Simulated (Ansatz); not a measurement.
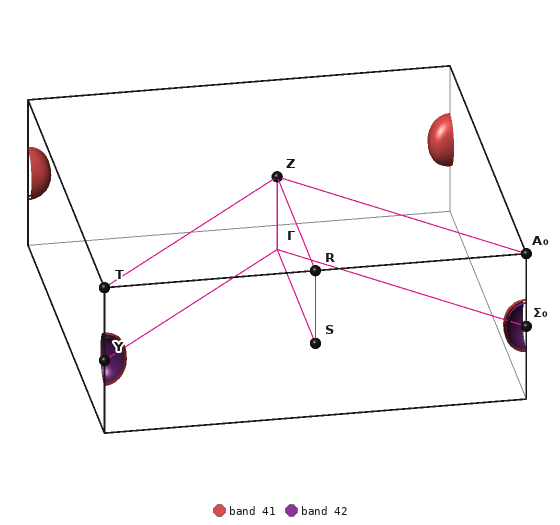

Constant-energy surfaces of SnO in space group Cmce, 0.10 eV above the conduction-band minimum (one colour a band).

All numbers here come from Ansatz, DFT PBE, scalar-relativistic, plane waves, PAW; levels and slopes on a dense k mesh at the converged density. No spin polarisation. The levels come from a k mesh of 26×26×10 points. The geometry was not relaxed. The cell comes from a database of computed structures, not from a measurement.

Masses come from a second pass at points close to the extrema; at the energies drawn a band may no longer be parabolic.

**Describe the band extrema that these surfaces surround.**

Band 41 forms the conduction edge; band 42 begins 0.02 eV higher (at Y). Within this energy: one minimum at Y, principal masses 0.20, 0.44 and 0.45 mₑ. Another band lies within 0.06 eV there, so the masses may hold only close to the extrema.

**And the gap?**

The gap is indirect, 0.53 eV at this level of theory, which underestimates gaps and can reorder valleys that lie close.

Where one band's surface lies inside another's, the outer one hides all or part of it.

Spin-orbit coupling, left out here, can change the gap, its kind, the place of the band edges and the masses, since the compound holds Sn.

Cost: 3 min on 2 threads of Intel(R) Xeon(R) Platinum 8259CL CPU @ 2.50GHz (Skylake/Cascade Lake), with other jobs on the host, peak memory 3.1 GiB.
